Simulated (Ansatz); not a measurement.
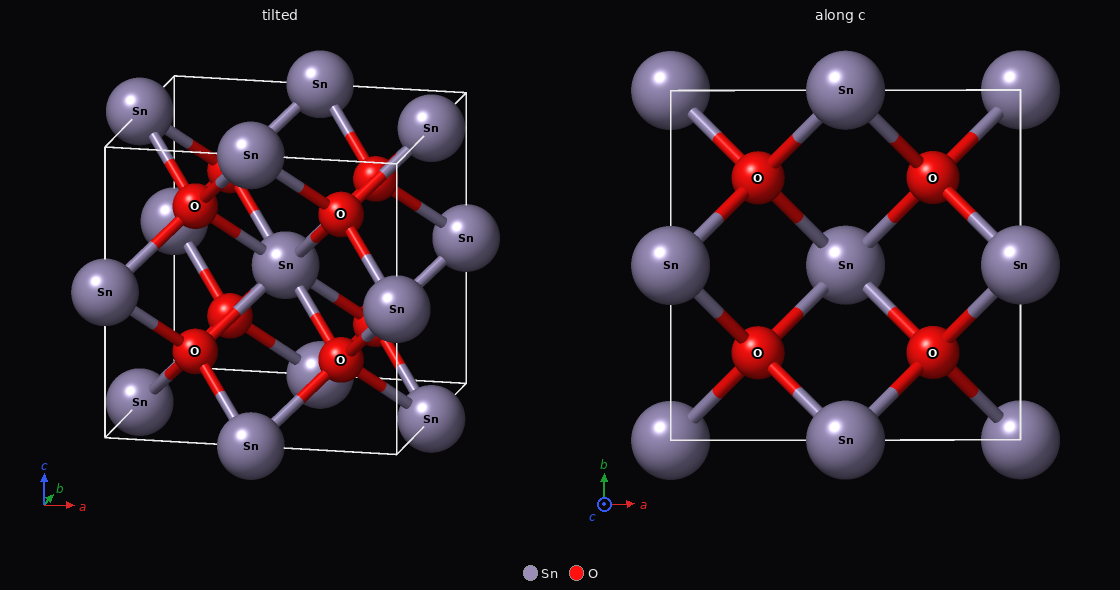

The crystal in a ball-and-stick representation, seen slightly off an axis and along the c axis. One drawn cell (a repeat of the simulation cell) is outlined, and atoms on its boundary appear in each equivalent place. Cell: a = 5.14 Å, b = 5.14 Å, c = 5.14 Å, α = 90.00°, β = 90.00°, γ = 89.90°.

Its origin is a structure type filled with these elements by a generator (whether the compound takes this form wasn't checked). Earlier steps of the study may have refined or changed the cell and positions. A calculation with Ansatz used it as input.

What is this?

The material is SnO2. Within 0.01 Å the space group is Fm-3m (No. 225), face-centred cubic: fluorite (CaF₂ type). The cell comprises 4 formula units: 4 Sn, 8 O. The coordination shell of Sn holds eight O in a cubic arrangement at about 2.2 Å. O is coordinated by four Sn in a tetrahedral arrangement at about 2.2 Å. The bonds build a three-dimensional framework.

Results below were computed with DFT LDA, scalar-relativistic, plane waves, PAW in Ansatz 0.2.0; the settings were 420 eV cutoff, k-points about 0.14 Å⁻¹ apart, Gaussian smearing of 0.1 eV, no spin polarisation.

Is it conducting or gapped at this level?

A metal: bands cross the Fermi level.

How charged are the atoms, by the Bader scheme?

Sn +2.34 e; O -1.17 e.

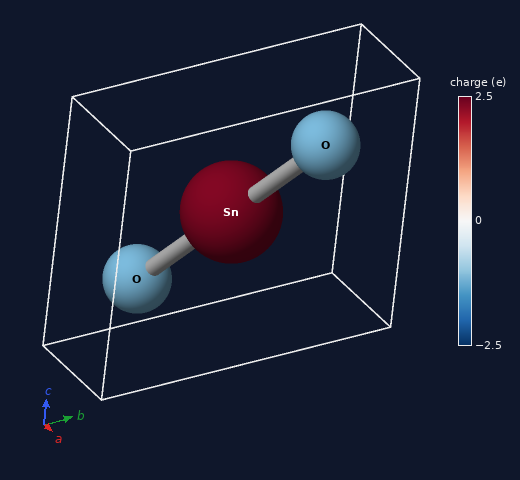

The atoms coloured by those charges. The run's cell of 3 atoms is drawn in a reduced setting, so axes and origin can differ from the first picture.

Has the structure come to rest?

No. All forces vanish to within 0.01 eV/Å. The pressure is -11.8 GPa, so the cell would contract.
